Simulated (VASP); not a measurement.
BaTiO3: geometry relaxation (part 1 of 2)

The run: geometry relaxation of BaTiO3 (Pm-3m, 5 atoms in the cell). Method and program: Kohn-Sham DFT of a periodic cell, PBE, VASP PAW PBE potentials, recommended, no spin polarisation (VASP 6.6.1).

The structure derives from an entry of the Crystallography Open Database.

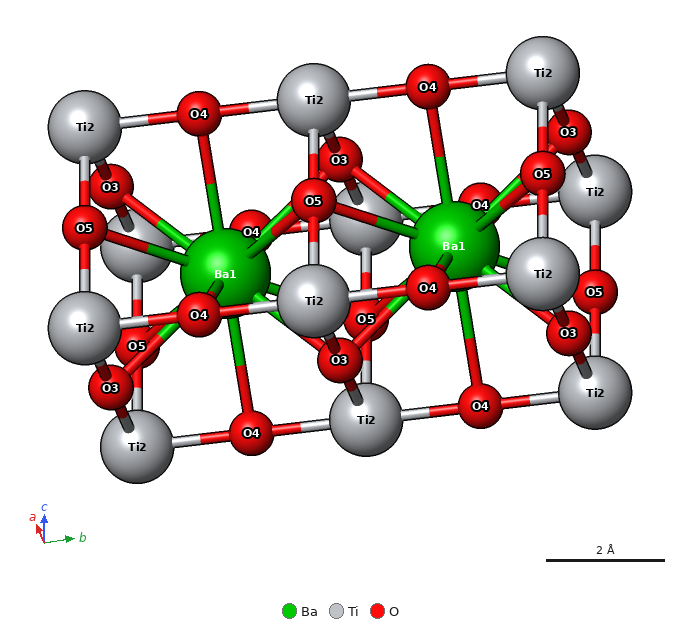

*The starting structure (ball-and-stick view of the cell of the calculation, repeated 1 × 2 × 1, seen at an oblique angle; atoms are numbered from 1 in the order of the input).*

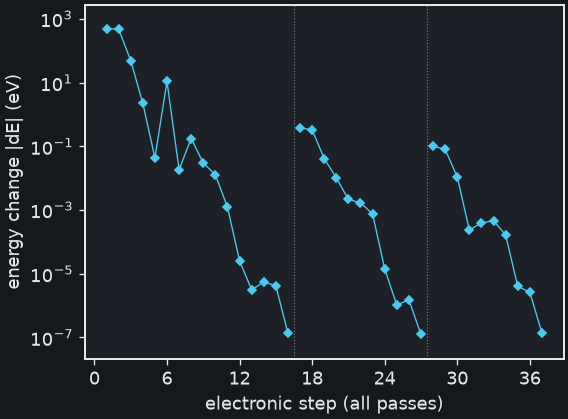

*Convergence of the self-consistent field: energy change |dE| against the electronic step. Each stretch between dotted lines is the SCF of one geometry step of a relaxation.*

The 3 ionic steps take 10 to 16 electronic steps each. The density is held fixed in the first few steps, and dE rises again when its update begins.

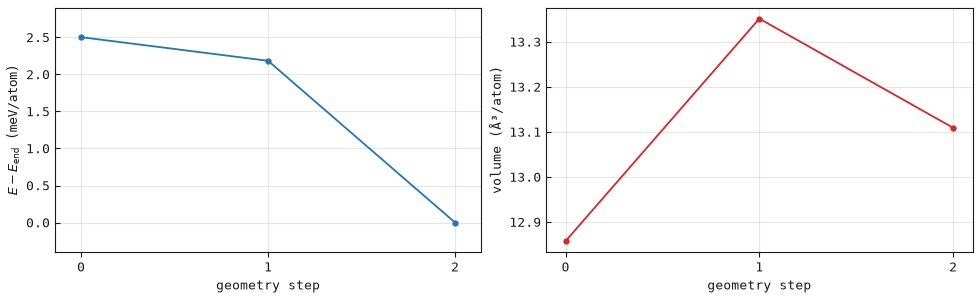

*Progress of the relaxation, step by step (steps are counted from 0).*

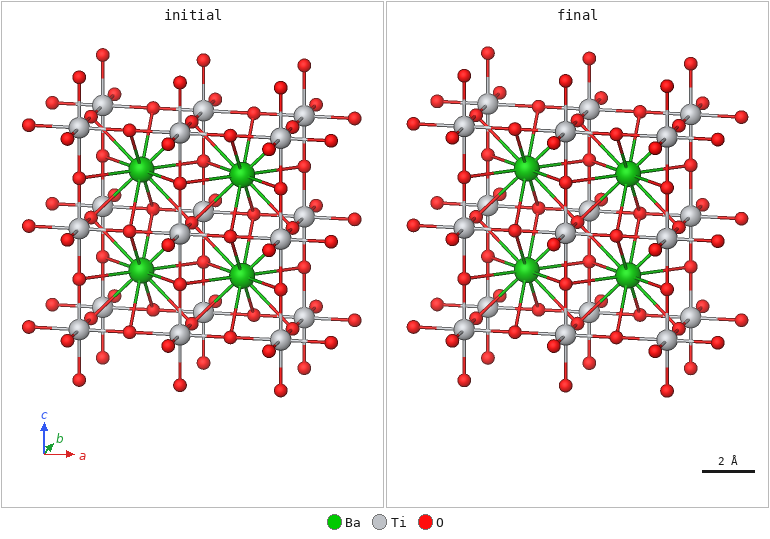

*Before (left) and after (right) the relaxation, at one scale (ball-and-stick view of the cell of the calculation, repeated 2 × 1 × 2, with bonded neighbours outside it, seen slightly off an axis).*

After 2 geometry steps the energy has fallen by 2.5 meV per atom. All forces vanish by symmetry, so only the cell relaxes. No atom moves by more than 0.005 Å relative to the cell. The volume changes by +2.0 %, with a = b = c 4.006 → 4.032 Å (+0.6 %). Among the contacts that change: Ba1–O3 2.833 → 2.851 Å, Ti2–O3 2.003 → 2.016 Å. The space group stays Pm-3m (No. 221). (Atoms are counted from 1 in the order of the input.)

The input and output of the run follow.

INCAR:
```
ALGO = Normal
EDIFF = 1E-6
EDIFFG = -0.01
ENCUT = 600
GGA = PE
IBRION = 2
ISIF = 3
ISMEAR = 0
LASPH = T
LCHARG = F
LREAL = F
LWAVE = F
NELM = 80
NSW = 90
PREC = Accurate
SIGMA = 0.03
```

KPOINTS:
```
k-points
0
Gamma
  8 8 8
```

POSCAR:
```
BaTiO3
1.0
    4.0060000000      0.0000000000      0.0000000000
    0.0000000000      4.0060000000      0.0000000000
    0.0000000000      0.0000000000      4.0060000000
Ba Ti O
1 1 3
Direct
    0.5000000000      0.5000000000      0.5000000000
    0.0000000000      0.0000000000      0.0000000000
    0.5000000000      0.0000000000      0.0000000000
    0.0000000000      0.5000000000      0.0000000000
    0.0000000000      0.0000000000      0.5000000000
```

Launched with:
```bash
cat potpaw_PBE.64/Ba_sv/POTCAR potpaw_PBE.64/Ti_sv/POTCAR potpaw_PBE.64/O/POTCAR > POTCAR
mpirun -np 1 vasp_std > vasp.out
```

OSZICAR:
```
N       E                     dE             d eps       ncg     rms          rms(c)
DAV:   1     0.482693690161E+03    0.48269E+03   -0.22952E+04  1680   0.198E+03
DAV:   2     0.573256387898E+00   -0.48212E+03   -0.47485E+03  2088   0.502E+02
DAV:   3    -0.486902045777E+02   -0.49263E+02   -0.46670E+02  2008   0.153E+02
DAV:   4    -0.509528353396E+02   -0.22626E+01   -0.22615E+01  2592   0.318E+01
DAV:   5    -0.509961606363E+02   -0.43325E-01   -0.43323E-01  2136   0.410E+00    0.228E+01
DAV:   6    -0.401187568891E+02    0.10877E+02   -0.74908E+01  2592   0.770E+01    0.998E+00
DAV:   7    -0.401371844996E+02   -0.18428E-01   -0.11858E+01  2144   0.250E+01    0.632E+00
DAV:   8    -0.399617872956E+02    0.17540E+00   -0.98710E-01  2208   0.960E+00    0.278E+00
DAV:   9    -0.399914686978E+02   -0.29681E-01   -0.25336E-01  2256   0.386E+00    0.119E+00
DAV:  10    -0.399787270477E+02    0.12742E-01   -0.81344E-02  2184   0.300E+00    0.434E-01
DAV:  11    -0.399774989084E+02    0.12281E-02   -0.84950E-03  2528   0.782E-01    0.597E-02
DAV:  12    -0.399774734463E+02    0.25462E-04   -0.93492E-04  2032   0.342E-01    0.278E-02
DAV:  13    -0.399774703541E+02    0.30922E-05   -0.93888E-05  2304   0.636E-02    0.125E-02
DAV:  14    -0.399774758225E+02   -0.54684E-05   -0.24119E-05  2144   0.401E-02    0.169E-02
DAV:  15    -0.399774716352E+02    0.41873E-05   -0.18626E-05  2088   0.384E-02    0.943E-04
DAV:  16    -0.399774717702E+02   -0.13503E-06   -0.67874E-07  1096   0.737E-03
   1 F= -.39977472E+02 E0= -.39977472E+02  d E =-.399775E+02
       N       E                     dE             d eps       ncg     rms          rms(c)
DAV:   1    -0.403561726916E+02   -0.37870E+00   -0.11062E+01  1936   0.338E+01    0.499E+00
DAV:   2    -0.400258188971E+02    0.33035E+00   -0.13121E+00  2000   0.108E+01    0.175E+00
DAV:   3    -0.399847809139E+02    0.41038E-01   -0.41004E-01  1872   0.376E+00    0.883E-01
DAV:   4    -0.399744718033E+02    0.10309E-01   -0.90234E-02  2376   0.227E+00    0.311E-01
DAV:   5    -0.399766132169E+02   -0.21414E-02   -0.12387E-02  2424   0.714E-01    0.227E-01
DAV:   6    -0.399782957457E+02   -0.16825E-02   -0.53389E-03  2184   0.380E-01    0.169E-01
DAV:   7    -0.399790500326E+02   -0.75429E-03   -0.21479E-03  2392   0.283E-01    0.227E-02
DAV:   8    -0.399790641522E+02   -0.14120E-04   -0.13522E-04  1880   0.671E-02    0.310E-02
DAV:   9    -0.399790651875E+02   -0.10353E-05   -0.42110E-05  2024   0.549E-02    0.638E-03
DAV:  10    -0.399790667060E+02   -0.15185E-05   -0.34433E-06  1680   0.130E-02    0.857E-04
DAV:  11    -0.399790665831E+02    0.12286E-06   -0.31856E-07   880   0.513E-03
   2 F= -.39979067E+02 E0= -.39979067E+02  d E =-.159481E-02
       N       E                     dE             d eps       ncg     rms          rms(c)
DAV:   1    -0.400801490389E+02   -0.10108E+00   -0.26375E+00  1952   0.162E+01    0.244E+00
DAV:   2    -0.400001756024E+02    0.79973E-01   -0.29137E-01  1960   0.498E+00    0.843E-01
DAV:   3    -0.399891971522E+02    0.10978E-01   -0.77502E-02  2024   0.172E+00    0.239E-01
DAV:   4    -0.399889612474E+02    0.23590E-03   -0.13714E-02  2408   0.678E-01    0.178E-01
DAV:   5    -0.399893520200E+02   -0.39077E-03   -0.18121E-03  2376   0.341E-01    0.105E-01
DAV:   6    -0.399898132006E+02   -0.46118E-03   -0.10593E-03  2320   0.171E-01    0.774E-02
DAV:   7    -0.399899778755E+02   -0.16467E-03   -0.32268E-04  2352   0.117E-01    0.143E-02
DAV:   8    -0.399899819125E+02   -0.40370E-05   -0.25185E-05  2176   0.315E-02    0.989E-03
DAV:   9    -0.399899845208E+02   -0.26083E-05   -0.45689E-06  1760   0.154E-02    0.129E-03
DAV:  10    -0.399899843822E+02    0.13862E-06   -0.42662E-07   952   0.408E-03
   3 F= -.39989984E+02 E0= -.39989984E+02  d E =-.125126E-01
```

Parts of OUTCAR:
```
EDIFF = 1E-6
   EDIFFG = -0.01
   ENCUT = 600
   GGA = PE
   IBRION = 2
   ISIF = 3
   ISMEAR = 0
   LASPH = T
   LREAL = F
   NELM = 80
   NSW = 90
   PREC = Accurate

 ion  position               nearest neighbor table
   1  0.500  0.500  0.500-   3 2.83   4 2.83   5 2.83   3 2.83   4 2.83   3 2.83   5 2.83   3 2.83
                             4 2.83   5 2.83   4 2.83   5 2.83   2 3.47   2 3.47   2 3.47   2 3.47
   2  0.000  0.000  0.000-   3 2.00   4 2.00   5 2.00   5 2.00   4 2.00   3 2.00   1 3.47   1 3.47
                             1 3.47   1 3.47   1 3.47   1 3.47   1 3.47   1 3.47
   3  0.500  0.000  0.000-   2 2.00   2 2.00   1 2.83   1 2.83   1 2.83   1 2.83
   4  0.000  0.500  0.000-   2 2.00   2 2.00   1 2.83   1 2.83   1 2.83   1 2.83
   5  0.000  0.000  0.500-   2 2.00   2 2.00   1 2.83   1 2.83   1 2.83   1 2.83

  LATTYP: Found a simple cubic cell.
 ALAT       =     4.0060000000

  Lattice vectors:

 A1 = (   4.0060000000,   0.0000000000,   0.0000000000)
 A2 = (   0.0000000000,   4.0060000000,   0.0000000000)
 A3 = (   0.0000000000,   0.0000000000,   4.0060000000)

Analysis of symmetry for initial positions (statically):
=====================================================================
 Subroutine PRICEL returns:
 Original cell was already a primitive cell.

 Routine SETGRP: Setting up the symmetry group for a
 simple cubic supercell.

 Subroutine GETGRP returns: Found 48 space group operations
 (whereof 48 operations were pure point group operations)
 out of a pool of 48 trial point group operations.

The static configuration has the point symmetry O_h .

Analysis of symmetry for dynamics (positions and initial velocities):
=====================================================================
 Subroutine PRICEL returns:
 Original cell was already a primitive cell.

 Routine SETGRP: Setting up the symmetry group for a
 simple cubic supercell.

 Subroutine GETGRP returns: Found 48 space group operations
 (whereof 48 operations were pure point group operations)
 out of a pool of 48 trial point group operations.

The dynamic configuration has the point symmetry O_h .

 Subroutine INISYM returns: Found 48 space group operations
 (whereof 48 operations are pure point group operations),
 and found     1 'primitive' translations

----------------------------------------------------------------------------------------

                                     Primitive cell

  volume of cell :      64.2884

  direct lattice vectors                    reciprocal lattice vectors
     4.006000000  0.000000000  0.000000000     0.249625562  0.000000000  0.000000000
     0.000000000  4.006000000  0.000000000     0.000000000  0.249625562  0.000000000
     0.000000000  0.000000000  4.006000000     0.000000000  0.000000000  0.249625562

  length of vectors
     4.006000000  4.006000000  4.006000000     0.249625562  0.249625562  0.249625562

  position of ions in fractional coordinates (direct lattice)
     0.500000000  0.500000000  0.500000000
     0.000000000  0.000000000  0.000000000
     0.500000000  0.000000000  0.000000000
     0.000000000  0.500000000  0.000000000
     0.000000000  0.000000000  0.500000000

  ion indices of the primitive-cell ions
   primitive index   ion index
                 1           1
                 2           2
                 3           3
                 4           4
                 5           5

----------------------------------------------------------------------------------------

 KPOINTS: k-points

Automatic generation of k-mesh.
 Grid dimensions read from file:
 generate k-points for:    8    8    8

 Generating k-lattice:

  Cartesian coordinates                     Fractional coordinates (reciprocal lattice)
     0.031203195  0.000000000  0.000000000     0.125000000  0.000000000  0.000000000
     0.000000000  0.031203195  0.000000000     0.000000000  0.125000000  0.000000000
     0.000000000  0.000000000  0.031203195     0.000000000  0.000000000  0.125000000

  Length of vectors
     0.031203195  0.031203195  0.031203195

  Shift w.r.t. Gamma in fractional coordinates (k-lattice)
     0.000000000  0.000000000  0.000000000

 Subroutine IBZKPT returns following result:
 ===========================================

 Found     35 irreducible k-points:

 Following reciprocal coordinates:
            Coordinates               Weight
  0.000000  0.000000  0.000000      1.000000
  0.125000  0.000000  0.000000      6.000000
  0.250000  0.000000  0.000000      6.000000
  0.375000  0.000000  0.000000      6.000000
  0.500000  0.000000  0.000000      3.000000
  0.125000  0.125000  0.000000     12.000000
  0.250000  0.125000  0.000000     24.000000
  0.375000  0.125000  0.000000     24.000000
  0.500000  0.125000  0.000000     12.000000
  0.250000  0.250000  0.000000     12.000000
  0.375000  0.250000  0.000000     24.000000
  0.500000  0.250000  0.000000     12.000000
  0.375000  0.375000  0.000000     12.000000
  0.500000  0.375000  0.000000     12.000000
  0.500000  0.500000  0.000000      3.000000
  0.125000  0.125000  0.125000      8.000000
  0.250000  0.125000  0.125000     24.000000
  0.375000  0.125000  0.125000     24.000000
  0.500000  0.125000  0.125000     12.000000
  0.250000  0.250000  0.125000     24.000000
  0.375000  0.250000  0.125000     48.000000
  0.500000  0.250000  0.125000     24.000000
  0.375000  0.375000  0.125000     24.000000
  0.500000  0.375000  0.125000     24.000000
 [... further k-points ...]
   k-points           NKPTS =     35   k-points in BZ     NKDIM =     35   number of bands    NBANDS=     24
   number of dos      NEDOS =    301   number of ions     NIONS =      5
   total plane-waves  NPLWV =  32768
   dimension x,y,z NGX =    32 NGY =   32 NGZ =   32
   dimension x,y,z NGXF=    64 NGYF=   64 NGZF=   64
   ions per type =               1   1   3
   NGX,Y,Z   is equivalent  to a cutoff of  13.28, 13.28, 13.28 a.u.
   NGXF,Y,Z  is equivalent  to a cutoff of  26.56, 26.56, 26.56 a.u.
 SYSTEM =  unknown system
   PREC   = accura    normal or accurate (medium, high low for compatibility)
   ISTART =      0    job   : 0-new  1-cont  2-samecut
   ICHARG =      2    charge: 1-file 2-atom 10-const
   ISPIN  =      1    spin polarized calculation?
   LNONCOLLINEAR =      F non collinear calculations
   LSORBIT =      F    spin-orbit coupling
   LASPH  =      T    aspherical Exc in radial PAW
   ENCUT  =  600.0 eV  44.10 Ry    6.64 a.u.   8.00  8.00  8.00*2*pi/ulx,y,z
   NELM   =     80;   NELMIN=  2; NELMDL= -5     # of ELM steps
   EDIFF  = 0.1E-05   stopping-criterion for ELM
   LREAL  =      F    real-space projection
   EDIFFG = -.1E-01   stopping-criterion for IOM
   NSW    =     90    number of steps for IOM
   IBRION =      2    ionic relax: 0-MD 1-quasi-New 2-CG
   NFREE  =      1    steps in history (QN), initial steepest desc. (CG)
   ISIF   =      3    stress and relaxation
   ISYM   =      2    0-nonsym 1-usesym 2-fastsym
   POTIM  = 0.5000    time-step for ionic-motion
   TEBEG  =    0.0;   TEEND  =   0.0 temperature during run
   PSTRESS=    0.0 pullay stress
   NELECT =      40.0000    total number of electrons
   NUPDOWN=      -1.0000    fix difference up-down
   EMIN   =  10.00;   EMAX   =-10.00  energy-range for DOS
   EFERMI =   0.00;   METHOD = LEGACY
   ISMEAR =     0;   SIGMA  =   0.03  broadening in eV -4-tet -1-fermi 0-gaus
   EFERMI_NEDOS =   21; number of points for ismear=-14 and -15
   IALGO  =     38    algorithm
   IMIX   =      4    mixing-type and parameters
     AMIX     =   0.40;   BMIX     =  1.00
     AMIX_MAG =   1.60;   BMIX_MAG =  1.00
  volume/ion in A,a.u.               =      12.86        86.77
  Fermi-wavevector in a.u.,A,eV,Ry     =   1.397603  2.641087 26.576187  1.953295
  Thomas-Fermi vector in A             =   2.520843
   LORBIT       =      0    0 simple, 1 ext, 2 COOP (PROOUT), +10 PAW based schemes
   GGA     = PE    functional components
   LHFCALC =     F    Hartree Fock is set to
   AEXX    =    0.0000 exact exchange contribution
   IVDW    =     0    specifies the selected vdW correction
   LEPSILON=     F    determine dielectric tensor
   LRPA    =     F    only Hartree local field effects (RPA)
 conjugate gradient relaxation of ions
 non-spin polarized calculation
 Gauss-broadening in eV      SIGMA  =   0.03
  energy-cutoff  :      600.00
  volume of cell :       64.29
 maximum number of plane-waves:      2176
   NGX = 17   NGY = 17   NGZ = 17

--------------------------------------- Ionic step        1  -------------------------------------------

 number of electron      39.9999998 magnetization
```
